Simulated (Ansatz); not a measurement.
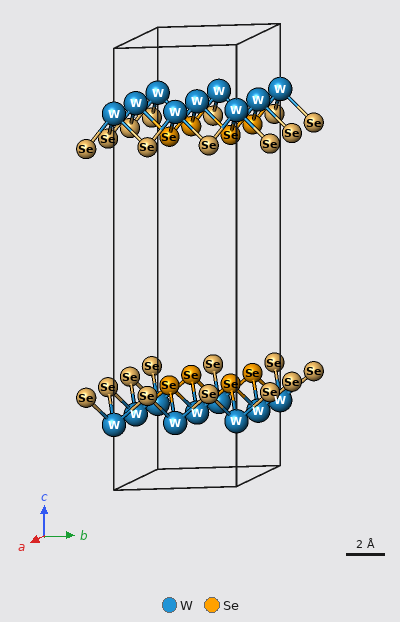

*The structure (ball-and-stick view of the 2 × 2 repeat of the cell, with the vacuum cut short, seen slightly off an axis; neighbours outside the cell are drawn fainter).*

Near neighbours in the crystal (not all of them lie inside the picture): W has 3 Se at 2.52 Å; Se has 3 W at 2.52 Å.

## Single-point calculation, with input and output: WSe

System: WSe (slab, 4 atoms in the cell).
Method: DFT, PBEsol, plane waves, PAW, no spin polarisation (Ansatz 0.2.0).

The structure derives from a Materials Project entry. Figures and captions count atoms from 1; the log counts them from 0 in places.

### Log
```
Engine: ansatz 0.2.0, x86_64-unknown-linux-gnu
Pseudopotentials: kind: paw
Pseudopotential: W, paw, valence charge 14, recommended cutoff 420 eV (normal), W.paw.azcp
Pseudopotential: Se, paw, valence charge 16, recommended cutoff 420 eV (normal), Se.paw.azcp
Functional definition: PBEsol
  exchange = pbesol_x
  correlation = pbesol_c
Crystal: 4 atoms, lattice volume = 293.238 Å³
Basis set: ecut = 499.3289376138798 eV, 7321 PW (Γ), exchange–correlation on 48×48×480 points (8 copies of the dense FFT grid, shifted against one another)
Bands: 36, of which v1, the nominal top of the filled ones, is band 30 counted from 1 (29 counted from 0)
Symmetry: 6 space group operations
k-points: 12 of 81 (time reversal used)
Non-local potential: W, projectors of the file, l = 0: 3, l = 1: 2, l = 2: 2, l = 3: 1
Non-local potential: Se, projectors of the file, l = 0: 2, l = 1: 2, l = 2: 3, l = 3: 1
PAW form: soft (Blöchl's): semilocal exchange-correlation on the pseudo side does not see the compensation charge
PAW frozen core: W, regenerated for the run's functional, and the local potential with it (the file was generated under x = pbe(κ = 0.804, μ = 0.2195149727645171), c = pbe(β = 0.06672455060314922))
PAW frozen core: Se, regenerated for the run's functional, and the local potential with it (the file was generated under x = pbe(κ = 0.804, μ = 0.2195149727645171), c = pbe(β = 0.06672455060314922))
PAW one-centre angular grid: W, 590 points (default); XC on 64 Gauss nodes
PAW one-centre angular grid: Se, 590 points (default); XC on 64 Gauss nodes
Initial density: superposition of atomic densities (neutral atoms: chi_scale 0, normalization atom), corrected by the library's trained network
Initial wavefunctions: pseudopotential atomic-orbital guess
Functional: x = pbesol(κ = 0.804, μ = 0.12345679012345678), c = pbesol(β = 0.046)
SCF iter   1: F=—  HF=-31357.848426 eV  |F-HF|=—  |Δ(HF+E_count)|=         —  Δρ=4.65e-3  dr2=9.23e-2  ethr=1.77e-3  p=0.000 e·Å  D=9.70e-14 V/Å  ΔV_dip=-0.00 eV  dr2_dipole=2.18e-8  V_vac-E_F(+/−)=5.30/5.30 eV  ⟨swp⟩=7.9  Hψ=1733  notcnv=0
efield: sawtooth ramp at fractional position 0.9800 (placed from the atoms, in the widest stretch of the axis that holds none; the zero of the levels goes with the place), width 0.0400; the density the first Hamiltonian is built on has a dipole p = 0.000 e·Å; the dipole correction subtracts the counter field D = 9.70e-14 V/Å, which shifts the + side's vacuum level by -0.00 eV against the − side's; the planar-averaged density in the ramp window peaks in size at 9.6e-5 e/Å³
preconditioner: auto → Resta (q_TF=auto, 2.094 Å⁻¹)  ε∞=3.7  [insulator: Δε(μ)=0.336 eV  Ē_g=6.457 eV  σ=0.050 eV  W_gap=1.00  n_scr=20 (ndim 8)  ℏωp=10.6 eV  f_vac=0.643  D(μ)=0.00/eV (n_scr^D=0)  ε∞_Penn≈3.7  vacuum switching on, ρ_ref=3.0e-3 e/Å³]
SCF iter   2: F=—  HF=-31357.841885 eV  |F-HF|=—  |Δ(HF+E_count)|=   6.54e-3  Δρ=2.68e-3  dr2=4.47e-2  ethr=1.54e-4  p=-0.000 e·Å  D=-6.83e-5 V/Å  ΔV_dip=0.00 eV  dr2_dipole=1.02e-8  V_vac-E_F(+/−)=5.07/5.07 eV  ⟨swp⟩=2.3  Hψ=701  notcnv=0  defer=22
SCF iter   3: F=—  HF=-31357.840634 eV  |F-HF|=—  |Δ(HF+E_count)|=   1.25e-3  Δρ=1.64e-3  dr2=2.08e-2  ethr=7.45e-5  p=-0.000 e·Å  D=-3.31e-5 V/Å  ΔV_dip=0.00 eV  dr2_dipole=1.18e-8  V_vac-E_F(+/−)=4.98/4.98 eV  ⟨swp⟩=2.0  Hψ=576  notcnv=0  defer=22
SCF iter   4: F=—  HF=-31357.839306 eV  |F-HF|=—  |Δ(HF+E_count)|=   1.33e-3  Δρ=3.41e-4  dr2=1.20e-3  ethr=3.47e-5  p=-0.000 e·Å  D=-1.66e-5 V/Å  ΔV_dip=0.00 eV  dr2_dipole=2.63e-7  V_vac-E_F(+/−)=4.80/4.80 eV  ⟨swp⟩=2.0  Hψ=556  notcnv=0  defer=22
SCF iter   5: F=—  HF=-31357.839460 eV  |F-HF|=—  |Δ(HF+E_count)|=   1.54e-4  Δρ=1.93e-4  dr2=2.95e-4  ethr=2.00e-6  p=0.000 e·Å  D=1.18e-4 V/Å  ΔV_dip=-0.00 eV  dr2_dipole=2.45e-6  V_vac-E_F(+/−)=4.74/4.74 eV  ⟨swp⟩=2.5  Hψ=550  notcnv=0  defer=22
SCF iter   6: F=—  HF=-31357.839626 eV  |F-HF|=—  |Δ(HF+E_count)|=   1.66e-4  Δρ=9.50e-5  dr2=1.12e-4  ethr=4.92e-7  p=-0.001 e·Å  D=-3.26e-4 V/Å  ΔV_dip=0.01 eV  dr2_dipole=1.67e-5  V_vac-E_F(+/−)=4.72/4.71 eV  ⟨swp⟩=2.1  Hψ=533  notcnv=0  defer=22
SCF iter   7: F=—  HF=-31357.839649 eV  |F-HF|=—  |Δ(HF+E_count)|=   2.31e-5  Δρ=5.82e-5  dr2=4.00e-5  ethr=1.86e-7  p=0.000 e·Å  D=1.98e-4 V/Å  ΔV_dip=-0.01 eV  dr2_dipole=6.27e-6  V_vac-E_F(+/−)=4.70/4.71 eV  ⟨swp⟩=2.0  Hψ=526  notcnv=0  defer=22
SCF iter   8: F=—  HF=-31357.839718 eV  |F-HF|=—  |Δ(HF+E_count)|=   6.91e-5  Δρ=1.93e-5  dr2=3.27e-6  ethr=6.67e-8  p=0.000 e·Å  D=3.33e-5 V/Å  ΔV_dip=-0.00 eV  dr2_dipole=1.63e-7  V_vac-E_F(+/−)=4.70/4.70 eV  ⟨swp⟩=2.0  Hψ=531  notcnv=0  defer=22
SCF iter   9: F=—  HF=-31357.839720 eV  |F-HF|=—  |Δ(HF+E_count)|=   2.33e-6  Δρ=5.65e-6  dr2=1.82e-7  ethr=5.44e-9  p=0.000 e·Å  D=9.27e-6 V/Å  ΔV_dip=-0.00 eV  dr2_dipole=1.00e-8  V_vac-E_F(+/−)=4.70/4.70 eV  ⟨swp⟩=2.2  Hψ=541  notcnv=0  defer=22
SCF iter  10: F=-31357.839721 eV  HF=-31357.839721 eV  |F-HF|=1.14e-8  |Δ(HF+E_count)|=   2.70e-7  Δρ=1.49e-6  dr2=9.78e-9  ethr=1.67e-10  p=0.000 e·Å  D=9.20e-7 V/Å  ΔV_dip=-0.00 eV  dr2_dipole=4.75e-11  V_vac-E_F(+/−)=4.70/4.70 eV  ⟨swp⟩=11.1  Hψ=1933  notcnv=0
SCF 1 converged in 10 iterations: F = -31357.839721 eV  dr2 = 9.78e-9
  greatest PAW one-centre occupation: 1.000 electrons in one spin orbital (limit 2), on the Se atom at site 1 (counted from 0), in its partial waves of l = 2
```

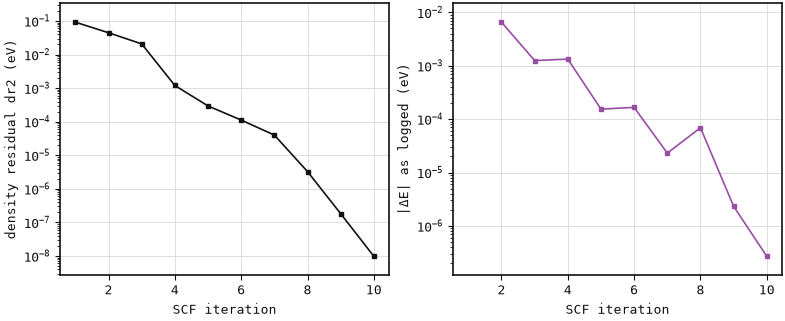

*Convergence of the self-consistent field: density residual dr2 and size of the energy change against the SCF iteration.*

The residual falls at every step.

```
SCF converged after 10 iterations
Free energy (F): -31357.839721 eV
Harris-Foulkes:  -31357.839721 eV  (|F-HF|=1.14e-8)
Internal energy: -31357.839720 eV  (E = F + TS)
E sigma→0 (E₀):  -31357.839721 eV
Entropy (-TS):   -0.000000 eV (-0.000 meV/atom)
Fermi energy:    0.459748 eV
Dipole field:    D = -0.000007 V/Å  (p = -0.000011 e·Å, saw-weighted, corrected)
Work function:   Φ+ = 4.6963 eV   Φ− = 4.6961 eV
Levels:          The Fermi level and band energies are counted from a zero that moves with the ramp; work functions are not
--- Per-component energies (eV) ---
  E_band       = -1803.322422
  E_kinetic    = 1123.232116
  E_local      = -35435.276803  (includes V_loc(G=0)·N_el)
  E_nonlocal   = -1175.157146
  E_hartree    = 17083.618208
  E_xc         = -728.464428
  E_vxc        = -662.144226  (∫ρ·V_xc dr)
  E_paw        = -20609.015761  (= ΣΔE_a)
  E_vpaw       = 178.790073  (= ΣTr[D̂ρ^β])
  E_aug_tail   = -0.000530  (compensation charges beyond the density's cutoff)
  E_efield     = 0.000000  (sawtooth field / dipole correction)
  E_vefield    = 0.000000  (∫n·V_field dr)
  E_ewald      = 8380.764138
  E_core_change = 2.460485  (= ΣΔE_core)
  E_smearing   = -0.000000  (= −TS)
  E_closure    = -0.000000  (closes the sum)
  Σ components = -31357.839721   (vs F -31357.839721, Δ=0.00e0)
--- Forces (eV/Å), atoms counted from 1 ---
  atom   1  W      0.00000000     0.00000000     0.72881194
  atom   2  Se    -0.00000000     0.00000000    -0.72890150
  atom   3  Se     0.00000000     0.00000000     0.72890332
  atom   4  W     -0.00000000     0.00000000    -0.72880041
  max |Σ_I F_I| component: 1.34e-5 eV/Å
--- Stress (GPa, compression-positive) ---
       -6.597255       0.000000       0.000000
        0.000000      -6.597255       0.000000
        0.000000       0.000000      -1.332487
  P = ⅓ Tr σ = -4.8423 GPa (-48.423 kbar)
--- Band table (eV; the first three rows and the last of 12) ---
  k-point 0: bands = ["-73.7938", "-73.7938", "-47.7064", "-47.7064", "-47.7064", "-47.7064", "-47.6446", "-47.6446", "-47.6446", "-47.6446", "-47.6193", "-47.6193", "-38.0881", "-38.0881", "-37.8105", "-37.8105", "-37.8105", "-37.8105", "-14.2408", "-14.2408", "-5.4946", "-5.4946", "-1.5063", "-1.5063", "-1.5063", "-1.5063", "-0.4190", "-0.4189", "-0.1418", "-0.1418", "0.8189", "0.8189", "0.8189", "0.8189", "3.6001", "3.6001"]
  k-point 1: bands = ["-73.7926", "-73.7925", "-47.7064", "-47.7064", "-47.7059", "-47.7059", "-47.6448", "-47.6448", "-47.6447", "-47.6447", "-47.6190", "-47.6190", "-38.0838", "-38.0838", "-37.8367", "-37.8367", "-37.8168", "-37.8168", "-14.0930", "-14.0930", "-5.2328", "-5.2328", "-2.2322", "-2.2322", "-1.5028", "-1.5028", "-0.3694", "-0.3694", "-0.1621", "-0.1621", "0.8143", "0.8144", "0.9593", "0.9594", "3.1557", "3.1565"]
  k-point 2: bands = ["-73.7895", "-73.7895", "-47.7064", "-47.7064", "-47.7044", "-47.7044", "-47.6454", "-47.6454", "-47.6449", "-47.6449", "-47.6183", "-47.6183", "-38.0728", "-38.0728", "-37.9027", "-37.9027", "-37.8327", "-37.8327", "-13.6863", "-13.6863", "-4.5670", "-4.5669", "-3.5298", "-3.5298", "-1.6274", "-1.6274", "-0.5399", "-0.5399", "-0.4142", "-0.4142", "1.1084", "1.1084", "1.1441", "1.1441", "3.2800", "3.2807"]
  k-point 11: bands = ["-73.7821", "-73.7820", "-47.7040", "-47.7040", "-47.7034", "-47.7034", "-47.6463", "-47.6463", "-47.6459", "-47.6458", "-47.6167", "-47.6167", "-38.0451", "-38.0450", "-37.9730", "-37.9730", "-37.9589", "-37.9589", "-12.4207", "-12.4207", "-4.9011", "-4.9010", "-4.4886", "-4.4886", "-2.9571", "-2.9571", "-0.4314", "-0.4313", "-0.2244", "-0.2244", "1.8853", "1.8853", "2.0272", "2.0272", "4.4710", "4.4710"]
```

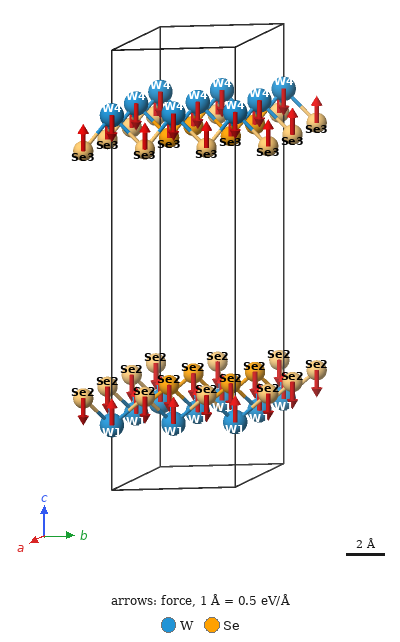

*Forces on the atoms as red arrows (ball-and-stick view of the 2 × 2 repeat of the cell, with the vacuum cut short, seen slightly off an axis; neighbours outside the cell are drawn fainter; atoms are numbered from 1 in the order of the input).*

The largest act on Se2, Se3 (0.73 eV/Å); W1, W4 (0.73 eV/Å). The geometry is not a stationary point of this energy.

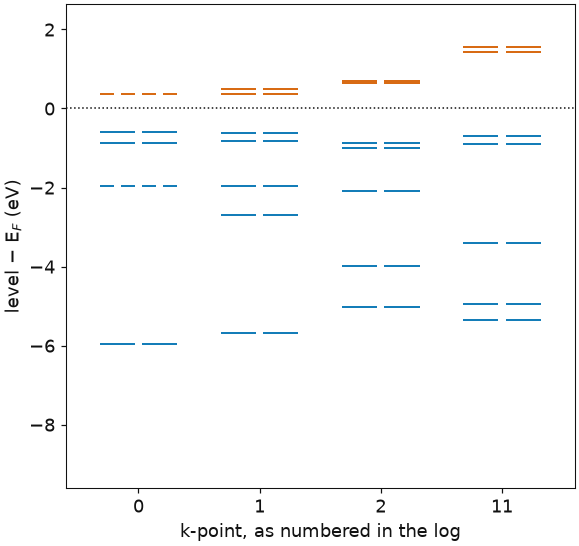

*Kohn–Sham levels near the Fermi level (dotted) at the few k-points that the log prints; levels within 0.02 eV of each other stand side by side.*

Among these points the highest filled and lowest empty levels are 0.96 eV apart; the gap on the full mesh, 0.32 eV, has an edge at a point that isn't printed.

This output came from the following input.

### Input
```yaml
crystal:
  lattice:
    - [3.2702526784, 0.0, 0.0]
    - [-1.6351263392, 2.8321218963, 0.0]
    - [0.0, 0.0, 31.6612169706]
  atoms:
    - { symbol: W, position: [0.0, 0.0, 0.2368828718] }
    - { symbol: Se, position: [0.3333333333, 0.6666666667, 0.2897164081] }
    - { symbol: Se, position: [0.3333333333, 0.6666666667, 0.7102835919] }
    - { symbol: W, position: [0.0, 0.0, 0.7631171282] }
basis:
  ecutwfc: "36.7 Ry"
kpoints:
  mp_grid: { grid: [9, 9, 1] }
hamiltonian:
  xc: pbesol
scf:
  occupations: { method: gaussian, width: 0.05 }
output:
  forces: true
  eigenvalues: true
  stress: true
efield:
  axis: 3
  dipole_correction: true
  ramp_width: 0.04
```

Launch command:
```bash
ansatz run input.yaml --threads 1 --pin off --max-ram 2560MiB --backend cpu --events-out ev --progress --plain --runs-dir out
```

### Results in brief

| quantity | value |
| --- | --- |
| outcome | converged |
| electrons treated | 60 |
| free energy | −31357.8397 eV |
| Fermi energy | 0.460 eV |
| gap on the k-point mesh | 0.32 eV |
| largest force (length of the vector) | 0.729 eV/Å |
| hardware | 1 thread of Intel Xeon @ 2.50GHz (Skylake/Cascade Lake), 32 GiB of memory available, shared host |
| wall time | 17 s |
| peak memory | 0.59 GiB |

### Remarks

Settings chosen away from the usual ones: basis.ecutwfc set to 36.7 Ry (from 420). Spin–orbit coupling is left out, which matters for W.
